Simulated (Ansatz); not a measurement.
**LiNbO3: a changed input and its effect**

System: LiNbO3 (R3c, 10 atoms in the cell).
Method of run A: DFT PBE, scalar-relativistic, plane waves, PAW, no spin polarisation (Ansatz 0.2.0).

The structure derives from an entry of the Crystallography Open Database. Text and figures count atoms from 1; the logs count them from 0 in places.

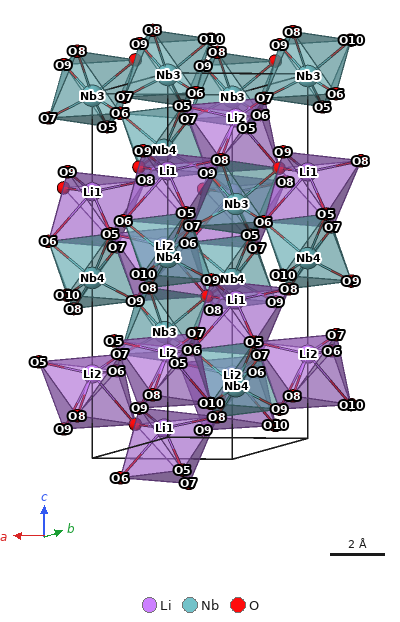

The structure (polyhedral view of the cell 3 times as large as that of the calculation, set on its symmetry axes, seen at an oblique angle; polyhedra are completed across the faces of the cell; atoms are numbered from 1 in the order of the input).

### Input, run A
```yaml
crystal:
  lattice:
    - [2.6115578418, 1.507783623, 4.5982666595]
    - [-2.6115578418, 1.507783623, 4.5982666595]
    - [0.0, -3.0155672459, 4.5982666595]
  atoms:
    - { symbol: Li, position: [0.2688476818, 0.2688476818, 0.2688476818] }
    - { symbol: Li, position: [0.7688476818, 0.7688476818, 0.7688476818] }
    - { symbol: Nb, position: [0.0053932809, 0.0053932809, 0.0053932809] }
    - { symbol: Nb, position: [0.5053932809, 0.5053932809, 0.5053932809] }
    - { symbol: O, position: [0.1173110231, 0.3565597867, 0.7366346552] }
    - { symbol: O, position: [0.7366346552, 0.1173110231, 0.3565597867] }
    - { symbol: O, position: [0.3565597867, 0.7366346552, 0.1173110231] }
    - { symbol: O, position: [0.8565597867, 0.6173110231, 0.2366346552] }
    - { symbol: O, position: [0.2366346552, 0.8565597867, 0.6173110231] }
    - { symbol: O, position: [0.6173110231, 0.2366346552, 0.8565597867] }
basis:
  ecutwfc: 420
kpoints:
  mp_grid: { grid: [6, 6, 6] }
hamiltonian:
  xc: pbe
scf:
  occupations: { method: gaussian, width: 0.05 }
output:
  forces: true
  stress: true
  eigenvalues: true
```

Command:
```bash
ansatz run input.yaml --threads 2 --pin off --max-ram 5120MiB --backend cpu --events-out ev --progress --plain --runs-dir out
```

Hardware: 2 threads of AMD EPYC (Zen 3), 32 GiB of memory available, shared host.

### Output, shortened to warnings, some set-up lines, iterations and results (run A)
```
Basis set: ecut = 420 eV, 2133 PW (Γ), exchange–correlation on 80×80×80 points (8 copies of the dense FFT grid, shifted against one another)
Symmetry: 6 space group operations
k-points: 32 of 216 (time reversal used)
Initial density: superposition of atomic densities (neutral atoms: chi_scale 0, normalization atom), corrected by the library's trained network
[...]
SCF iter   1: F=—  HF=-12929.336432 eV  |F-HF|=—  |Δ(HF+E_count)|=         —  Δρ=1.81e-3  dr2=2.07e-3  ethr=1.77e-3  ⟨swp⟩=6.3  Hψ=5797  notcnv=0  defer=1
SCF iter   2: F=—  HF=-12929.337654 eV  |F-HF|=—  |Δ(HF+E_count)|=   1.22e-3  Δρ=9.55e-4  dr2=3.95e-4  ethr=3.04e-6  ⟨swp⟩=2.0  Hψ=2397  notcnv=0  defer=6
SCF iter   3: F=—  HF=-12929.338125 eV  |F-HF|=—  |Δ(HF+E_count)|=   4.71e-4  Δρ=4.91e-4  dr2=1.15e-4  ethr=5.81e-7  ⟨swp⟩=2.0  Hψ=1867  notcnv=0
SCF iter   4: F=—  HF=-12929.338349 eV  |F-HF|=—  |Δ(HF+E_count)|=   2.23e-4  Δρ=7.54e-5  dr2=6.28e-6  ethr=1.69e-7  ⟨swp⟩=2.0  Hψ=1978  notcnv=0
SCF iter   5: F=—  HF=-12929.338357 eV  |F-HF|=—  |Δ(HF+E_count)|=   7.91e-6  Δρ=2.69e-5  dr2=7.78e-7  ethr=9.24e-9  ⟨swp⟩=2.4  Hψ=2100  notcnv=0
SCF iter   6: F=-12929.338358 eV  HF=-12929.338358 eV  |F-HF|=5.94e-8  |Δ(HF+E_count)|=   9.96e-7  Δρ=6.81e-6  dr2=5.02e-8  ethr=1.47e-10  ⟨swp⟩=6.6  Hψ=5832  notcnv=0
SCF 1 converged in 6 iterations: F = -12929.338358 eV  dr2 = 5.02e-8
SCF converged after 6 iterations
Free energy (F): -12929.338358 eV
Harris-Foulkes:  -12929.338358 eV  (|F-HF|=5.94e-8)
Internal energy: -12929.338358 eV  (E = F + TS)
E sigma→0 (E₀):  -12929.338358 eV
Fermi energy:    8.805758 eV
--- Per-component energies (eV) ---
  E_band       = -538.887935
  E_kinetic    = 1887.870393
  E_local      = -4375.485039  (includes V_loc(G=0)·N_el)
  E_nonlocal   = 450.613198
  E_hartree    = 1485.680490
  E_xc         = -818.120350
  E_vxc        = -1021.838713  (∫ρ·V_xc dr)
  E_paw        = -7134.437076  (= ΣΔE_a)
  E_vpaw       = -451.422943  (= ΣTr[D̂ρ^β])
  E_aug_tail   = 0.014673  (compensation charges beyond the density's cutoff)
  E_ewald      = -4425.474645
  E_smearing   = -0.000000  (= −TS)
  E_closure    = -0.000000  (closes the sum)
  Σ components = -12929.338358   (vs F -12929.338358, Δ=0.00e0)
--- Forces (eV/Å), atoms counted from 1 ---
  atom   1  Li     0.00000000     0.00000000     0.18585584
  atom   2  Li    -0.00000000     0.00000000     0.18585584
  atom   3  Nb     0.00000000    -0.00000000    -0.57052982
  atom   4  Nb    -0.00000000    -0.00000000    -0.57052982
  atom   5  O     -0.29197941     0.58449162     0.12824380
  atom   6  O     -0.36019488    -0.54510739     0.12824380
  atom   7  O      0.65217429    -0.03938422     0.12824380
  atom   8  O      0.29197941     0.58449162     0.12824380
  atom   9  O     -0.65217429    -0.03938422     0.12824380
  atom  10  O      0.36019488    -0.54510739     0.12824380
  max |Σ_I F_I| component: 1.15e-4 eV/Å
--- Stress (GPa, compression-positive) ---
        4.366551      -0.000000       0.000000
       -0.000000       4.366551       0.000000
        0.000000       0.000000       5.070229
  P = ⅓ Tr σ = 4.6011 GPa (46.011 kbar)
```

For run B the input was changed thus:
```diff
-    - { symbol: Li, position: [0.2688476818, 0.2688476818, 0.2688476818] }
-    - { symbol: Li, position: [0.7688476818, 0.7688476818, 0.7688476818] }
-    - { symbol: Nb, position: [0.0053932809, 0.0053932809, 0.0053932809] }
-    - { symbol: Nb, position: [0.5053932809, 0.5053932809, 0.5053932809] }
-    - { symbol: O, position: [0.1173110231, 0.3565597867, 0.7366346552] }
-    - { symbol: O, position: [0.7366346552, 0.1173110231, 0.3565597867] }
-    - { symbol: O, position: [0.3565597867, 0.7366346552, 0.1173110231] }
-    - { symbol: O, position: [0.8565597867, 0.6173110231, 0.2366346552] }
-    - { symbol: O, position: [0.2366346552, 0.8565597867, 0.6173110231] }
-    - { symbol: O, position: [0.6173110231, 0.2366346552, 0.8565597867] }
+    - { symbol: Li, position: [0.2476440398, 0.2476440398, 0.2476440398] }
+    - { symbol: Li, position: [0.7476440398, 0.7476440398, 0.7476440398] }
+    - { symbol: Nb, position: [-0.0006741601, -0.0006741601, -0.0006741601] }
+    - { symbol: Nb, position: [0.4993258399, 0.4993258399, 0.4993258399] }
+    - { symbol: O, position: [0.1320086926, 0.3712574562, 0.7516706681] }
+    - { symbol: O, position: [0.7516706681, 0.1320086926, 0.3712574562] }
+    - { symbol: O, position: [0.3712574562, 0.7516706681, 0.1320086926] }
+    - { symbol: O, position: [0.8712574562, 0.6320086926, 0.2516706681] }
+    - { symbol: O, position: [0.2516706681, 0.8712574562, 0.6320086926] }
+    - { symbol: O, position: [0.6320086926, 0.2516706681, 0.8712574562] }
```

Predict how the results change.

With the same functional and potentials, run B lies 14.9 meV per atom higher. The gap on the mesh goes from 3.61 to 2.53 eV. The pressure goes from 4.60 to 0.06 GPa. The largest force goes from 0.666 to 0.139 eV/Å. The SCF takes 7 iterations against 6.

### Output, shortened to warnings, some set-up lines, iterations and results (run B)
```
Basis set: ecut = 420 eV, 2133 PW (Γ), exchange–correlation on 80×80×80 points (8 copies of the dense FFT grid, shifted against one another)
Symmetry: 6 space group operations
k-points: 32 of 216 (time reversal used)
Initial density: superposition of atomic densities (neutral atoms: chi_scale 0, normalization atom), corrected by the library's trained network
[...]
SCF iter   1: F=—  HF=-12929.187915 eV  |F-HF|=—  |Δ(HF+E_count)|=         —  Δρ=1.34e-3  dr2=6.87e-4  ethr=1.77e-3  ⟨swp⟩=6.3  Hψ=5743  notcnv=0  defer=4
SCF iter   2: F=—  HF=-12929.188913 eV  |F-HF|=—  |Δ(HF+E_count)|=   9.99e-4  Δρ=7.35e-4  dr2=2.38e-4  ethr=1.01e-6  ⟨swp⟩=2.1  Hψ=2768  notcnv=0  defer=19
SCF iter   3: F=—  HF=-12929.189369 eV  |F-HF|=—  |Δ(HF+E_count)|=   4.56e-4  Δρ=1.38e-4  dr2=2.76e-5  ethr=3.50e-7  ⟨swp⟩=2.0  Hψ=2383  notcnv=0  defer=4
SCF iter   4: F=—  HF=-12929.189365 eV  |F-HF|=—  |Δ(HF+E_count)|=   3.60e-6  Δρ=8.03e-5  dr2=4.96e-6  ethr=4.06e-8  ⟨swp⟩=2.7  Hψ=2262  notcnv=0  defer=4
SCF iter   5: F=—  HF=-12929.189367 eV  |F-HF|=—  |Δ(HF+E_count)|=   2.07e-6  Δρ=4.32e-5  dr2=2.11e-6  ethr=7.30e-9  ⟨swp⟩=2.0  Hψ=2059  notcnv=0  defer=4
SCF iter   6: F=—  HF=-12929.189368 eV  |F-HF|=—  |Δ(HF+E_count)|=   2.45e-7  Δρ=1.04e-5  dr2=1.18e-7  ethr=3.10e-9  ⟨swp⟩=2.1  Hψ=1668  notcnv=0  defer=4
SCF iter   7: F=-12929.189368 eV  HF=-12929.189368 eV  |F-HF|=5.05e-9  |Δ(HF+E_count)|=   1.05e-7  Δρ=3.33e-6  dr2=1.10e-8  ethr=1.47e-10  ⟨swp⟩=7.1  Hψ=4800  notcnv=0
SCF 1 converged in 7 iterations: F = -12929.189368 eV  dr2 = 1.10e-8
SCF converged after 7 iterations
Free energy (F): -12929.189368 eV
Harris-Foulkes:  -12929.189368 eV  (|F-HF|=5.05e-9)
Internal energy: -12929.189368 eV  (E = F + TS)
E sigma→0 (E₀):  -12929.189368 eV
Fermi energy:    8.424133 eV
--- Per-component energies (eV) ---
  E_band       = -539.500562
  E_kinetic    = 1882.502620
  E_local      = -4332.630230  (includes V_loc(G=0)·N_el)
  E_nonlocal   = 448.314083
  E_hartree    = 1466.224813
  E_xc         = -817.030597
  E_vxc        = -1020.424017  (∫ρ·V_xc dr)
  E_paw        = -7133.227315  (= ΣΔE_a)
  E_vpaw       = -449.730156  (= ΣTr[D̂ρ^β])
  E_aug_tail   = 0.014558  (compensation charges beyond the density's cutoff)
  E_ewald      = -4443.357300
  E_smearing   = -0.000000  (= −TS)
  E_closure    = 0.000000  (closes the sum)
  Σ components = -12929.189368   (vs F -12929.189368, Δ=0.00e0)
--- Forces (eV/Å), atoms counted from 1 ---
  atom   1  Li     0.00000000    -0.00000000    -0.03701966
  atom   2  Li    -0.00000000    -0.00000000    -0.03701966
  atom   3  Nb    -0.00000000    -0.00000000    -0.13943864
  atom   4  Nb     0.00000000    -0.00000000    -0.13943864
  atom   5  O     -0.00391515    -0.00117936     0.05882025
  atom   6  O      0.00297893    -0.00280094     0.05882025
  atom   7  O      0.00093621     0.00398030     0.05882025
  atom   8  O      0.00391515    -0.00117936     0.05882025
  atom   9  O     -0.00093621     0.00398030     0.05882025
  atom  10  O     -0.00297893    -0.00280094     0.05882025
  max |Σ_I F_I| component: 4.94e-6 eV/Å
--- Stress (GPa, compression-positive) ---
        0.040640       0.000000       0.000000
        0.000000       0.040640       0.000000
       -0.000000       0.000000       0.089227
  P = ⅓ Tr σ = 0.0568 GPa (0.568 kbar)
```

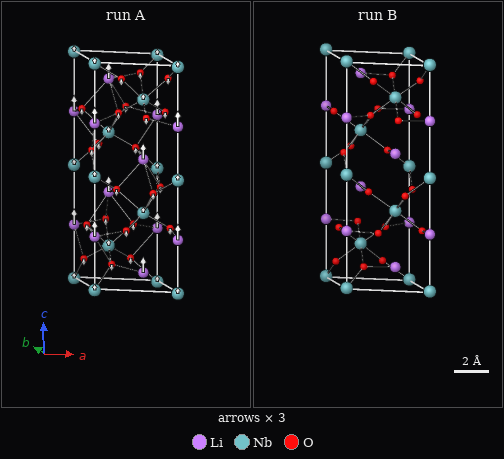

The two input geometries at one scale (ball-and-stick view of the cell 3 times as large as that of the calculation, set on its symmetry axes, seen slightly off an axis). The white arrows on the first give the shifts of the atoms relative to the cell, with their mean removed, magnified 3 times. The largest moves, 0.34 Å, are those of Li atoms. By element the largest moves are Li 0.34 Å, O 0.16 Å, Nb 0.13 Å. (The mean shift of all atoms is removed.) The cell doesn't change. Among the contacts that change: Li–O 2.472 → 2.865 Å, Nb–O 2.153 → 1.978 Å, Nb–O 1.861 → 2.015 Å, Li–O 2.035 → 1.988 Å.

### The two runs side by side

| quantity | run A | run B |
| --- | --- | --- |
| outcome | converged | converged |
| free energy per atom (eV) | −1292.9338 | −1292.9189 |
| gap on the mesh (eV) | 3.61 | 2.53 |
| pressure (GPa) | 4.60 | 0.06 |
| largest force (eV/Å) | 0.666 | 0.139 |
| SCF iterations | 6 | 7 |
| irreducible k-points | 32 | 32 |
| plane waves at Γ | 2133 | 2133 |
| wall time (shared host) | 5.7 s | 7 s |
